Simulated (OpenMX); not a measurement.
Scan of the k-point mesh.
Sb (P-1, 1 atom in the cell); Kohn-Sham DFT of a periodic cell, PBE, OpenMX 2013 PBE set (OpenMX); Fermi–Dirac smearing of 0.05 eV.
ΔE is the free energy less its value at the densest setting, 15×15×15.
Dashed lines or grey bands mark the tolerance: 1 meV/atom.
Values: 5×5×5, 7×7×7, 11×11×11 and 15×15×15.

> How do the results converge (to 1 meV/atom)?

The free energy at the last setting but one, 11×11×11, is still more than 1 meV/atom from the densest setting's value, so the scan doesn't show it converged. It is off by 5.8 meV/atom at 5×5×5, 75 meV/atom at 7×7×7 and 3.5 meV/atom at 11×11×11 (always above it). The system is metallic at this level, and the Fermi surface makes the k-point sum converge slowly and unevenly.

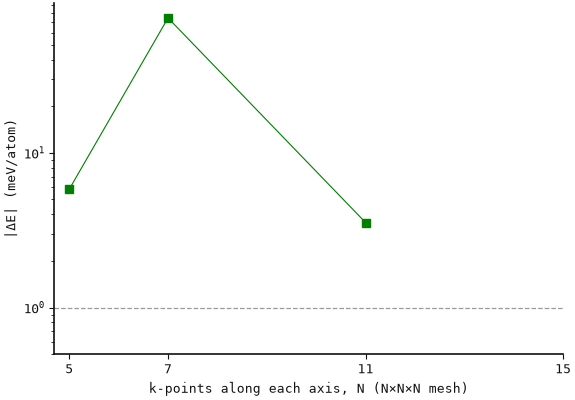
